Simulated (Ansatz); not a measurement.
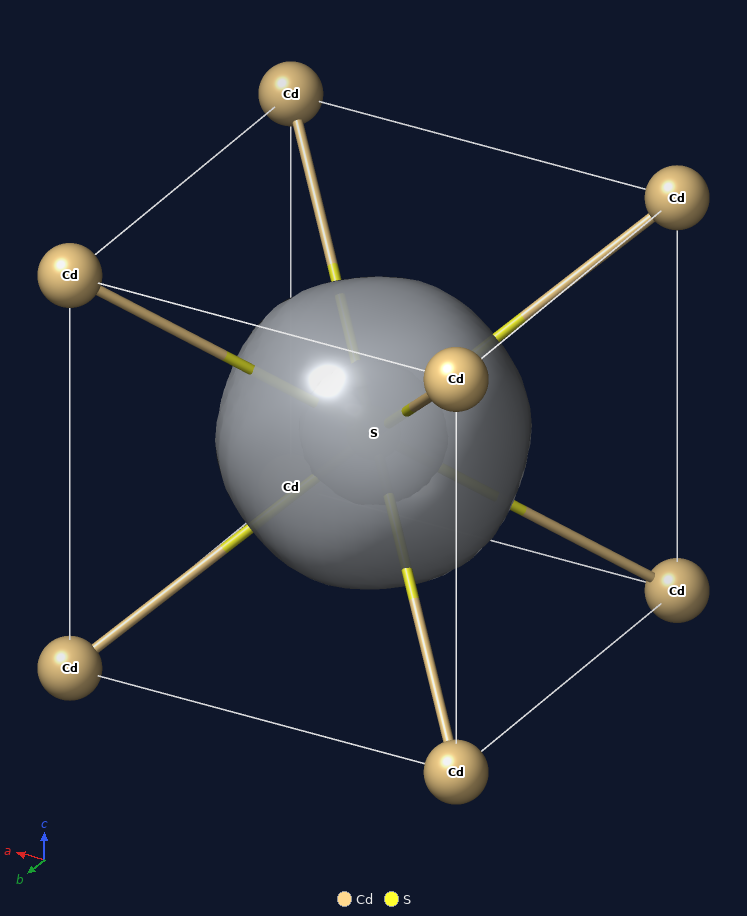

*CdS. Isosurface of the ELF at 0.7 (grey), seen at an oblique angle. Only the valence region is drawn (cores and ρ < 0.01 e/Å³ removed). Sticks mark near contacts.*

Space group Pm-3m; a generated structure, not necessarily the stable one; changed on purpose from its base cell (volume × 0.950 of the coarse rest volume); computed pressure about 4 GPa in this cell.

Theory: DFT r2SCAN+D3(BJ), scalar-relativistic, plane waves, PAW (Ansatz).

Core electrons are frozen (PAW), and the valence fields are smoothed inside the atomic spheres.

Question: Describe the localisation domains.

Answer: At this value the surface marks out one region wrapped around S (its valence shell), counted in one cell of 2 atoms. Regions shared between cells count once. Profiles from the grid: Cd–S (2.87 Å): the ELF peaks at about 0.85 in the valence shell of S, 0.8 Å from its nucleus, and drops to about 0.10 between the two atoms.
